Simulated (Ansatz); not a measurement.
Consider GaN.

Input

```
crystal:
  lattice:
    - [0.0, 2.2741461228, 2.2741461228]
    - [2.2211585181, 0.0, 2.2741461228]
    - [2.2211585181, 2.2741461228, 0.0]
  atoms:
    - { symbol: Ga, position: [-0.005962858, 0.005962858, 0.005962858] }
    - { symbol: "N", position: [0.77968147, 0.72031853, 0.72031853] }
basis:
  ecutwfc: 520.0
kpoints:
  mp_grid: { grid: [10, 10, 10] }
hamiltonian:
  xc: pbe
scf:
  occupations: { method: gaussian, width: 0.05 }
output:
  forces: true
  stress: true
  eigenvalues: true
  write_density: true
  write_potential: true
  elf: true
  volumetric_format: npy
```

Launched as:

```sh
ansatz run input.yaml --threads 1 --pin off --max-ram 2048MiB --backend cpu --events-out ev --progress --plain --runs-dir out
```

Below, planes, directions and counts refer to the conventional cell (a = 3.22 Å, b = 3.22 Å, c = 4.44 Å, α = 90.00°, β = 90.00°, γ = 90.00°).

Space group Imm2; a structure from a database of computed crystals, not necessarily the ambient phase; changed on purpose from its base cell (mode 4 frozen in at -0.135 Å, normal strain along x -0.0233); not relaxed (largest force 1.8 eV/Å); computed pressure about 7 GPa in this cell.

Computed with Ansatz 0.2.0, DFT PBE, scalar-relativistic, plane waves, PAW.

**What will maps of the valence pseudo-density and electron localisation function show?**

Ga–N (1.87 Å): the density is about 0.87 e/Å³ at the midpoint; the ELF peaks at about 0.85 in the valence shell of N, 0.6 Å from its nucleus, and is about 0.50 at the midpoint.

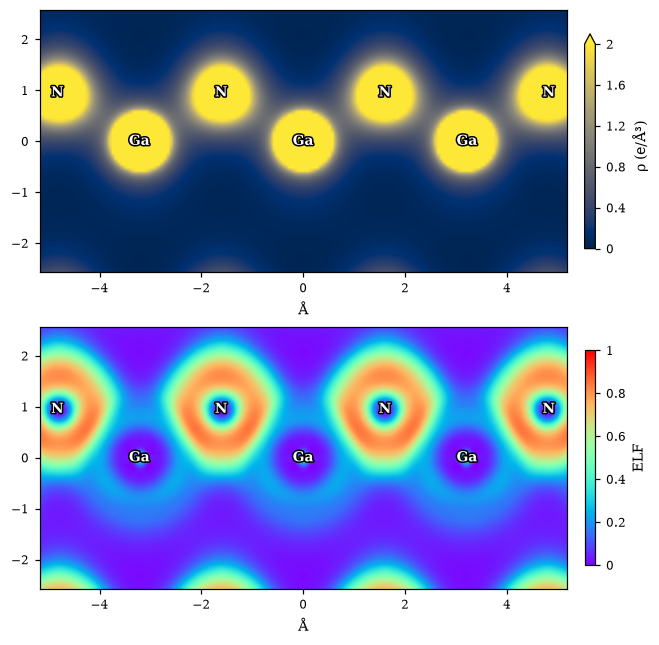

Computed valence pseudo-density and electron localisation function on the (100) plane of the conventional cell, in this order. 
